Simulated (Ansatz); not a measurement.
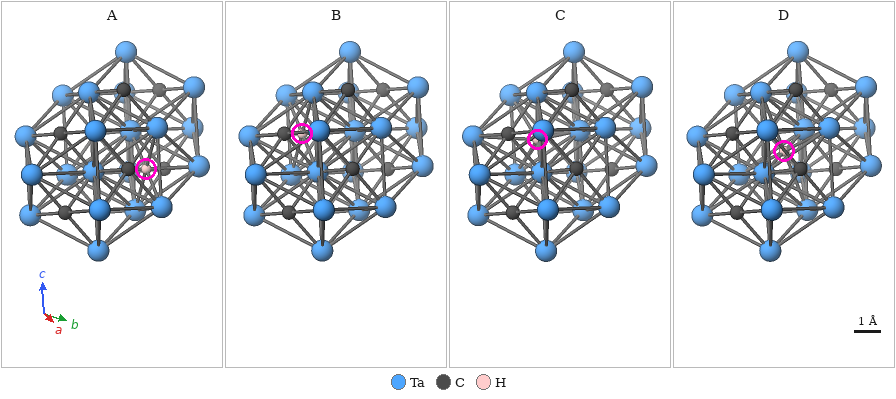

4 geometries from a converged minimum-energy path of a defect cell of composition Ta$_{8}$HC$_{4}$ (13 atoms in the cell), shuffled. Style: ball-and-stick. Shown: the atoms within 4.5 Å of the middle of the path, slightly off an axis. The moving atom is ringed, with any periodic copies. Bonds to atoms that aren't drawn are left out.

The calculation used DFT PBEsol, scalar-relativistic, plane waves, PAW (Ansatz 0.2.0). Settings: plane-wave cutoff 420 eV; k-point mesh 5 × 5 × 5; Gaussian smearing 0.1 eV; 5 movable images; climbing image.

Question: Which of them lies highest in energy?

Answer: D. In order along the path, whose images run from 0 to 6: A (image 0, 0.00 eV), D (image 3, +1.46 eV), C (image 5, +0.23 eV), B (image 6, 0.00 eV). The H atom travels furthest, 3.10 Å from end to end, along [−1 −1 0], on a straight line. At the highest image its nearest neighbour (Ta) is 1.65 Å away, against 2.17 Å at the start, and the surrounding atoms stand up to 0.13 Å off the mean of their end positions.

Limits of the set-up: the periodic images lie only 5.8 Å apart, so the values are limited by the cell's size.
